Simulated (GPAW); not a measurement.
```
Se Zn
1.0
     6.37413    0.00000    0.00000
     0.00000    6.37413    0.00000
     0.00000    0.00000    6.37413
Se Zn
8 4
Direct
  0.39148 0.39148 0.39148
  0.60852 0.89148 0.10852
  0.10852 0.60852 0.89148
  0.89148 0.10852 0.60852
  0.60852 0.60852 0.60852
  0.39148 0.10852 0.89148
  0.89148 0.39148 0.10852
  0.10852 0.89148 0.39148
  0.00000 0.00000 0.00000
  0.00000 0.50000 0.50000
  0.50000 0.00000 0.50000
  0.50000 0.50000 0.00000
```

Space group Pa-3; a structure from a database of computed crystals, not necessarily the ambient phase; computed pressure about −4 GPa in this cell.

Level of theory: GPAW 26.7.0, Kohn-Sham DFT of a periodic cell, PBEsol, PAW data sets made by gpaw-setup for the functional.

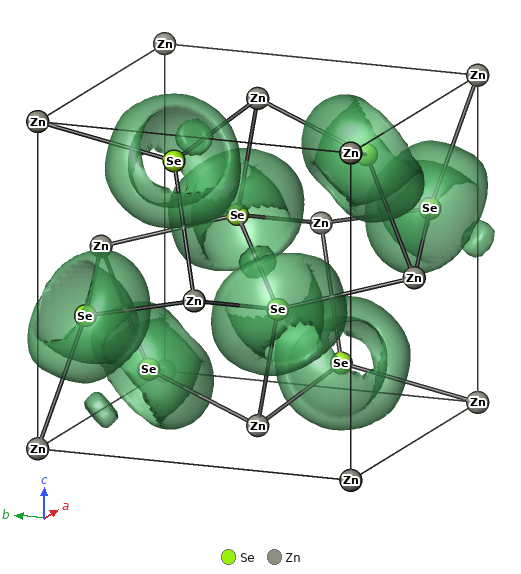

ZnSe$_{2}$. Isosurface of the electron localisation function at 0.65 (green), seen at an oblique angle. Core shells and regions of very low density are left out. Sticks mark near contacts.

> What do the ELF domains correspond to?

The ELF exceeds this value in four regions between bonded Se–Se atoms (shared pairs) and eight regions wrapped around Se (the valence shell of each), counted in one cell of 12 atoms. Regions shared between cells count once. Along the contacts the grid gives the following. Se–Se (2.40 Å): the ELF peaks at about 0.70 between the atoms. Zn–Se (2.68 Å): the ELF peaks at about 0.80 between the atoms.

> Does the calculation give a band gap?

It is gapped, with a Kohn–Sham gap of 0.73 eV on the k-point mesh, an upper bound to the gap of this method.
